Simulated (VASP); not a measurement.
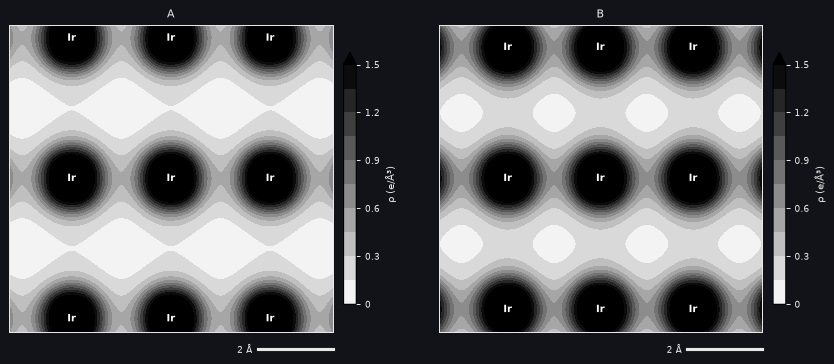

Ir. The valence charge density (pseudo) of two cells that differ in size, on the (101) plane of each (indices in the axes of the calculation cell), at one length scale and on one colour scale; one has 15.0 and the other 18.4 Å³ an atom.

Method: VASP 6.6.1, Kohn-Sham DFT of a periodic cell, PBE, VASP PAW PBE potentials, recommended.

The density is the valence pseudo-density of a PAW calculation; it isn't the true density close to the nuclei.

The larger cell:

```
CELL_PARAMETERS angstrom
2.63864 0.00000 0.00000
0.00000 2.63864 0.00000
0.00000 0.00000 2.63864
ATOMIC_POSITIONS crystal
Ir 0.00000 0.00000 0.00000
```

The smaller cell: a = 2.465 Å, b = 2.465 Å, c = 2.465 Å, α = 90.00°, β = 90.00°, γ = 90.00°.

### Which panel shows the smaller cell, and what does the compression change?

Panel B is the smaller cell, by 19 % in volume. From the larger cell to the smaller, Ir–Ir goes from 2.64 to 2.46 Å, and the density at its midpoint from 0.46 to 0.62 e/Å³; the pressure goes from −16 to 43 GPa.
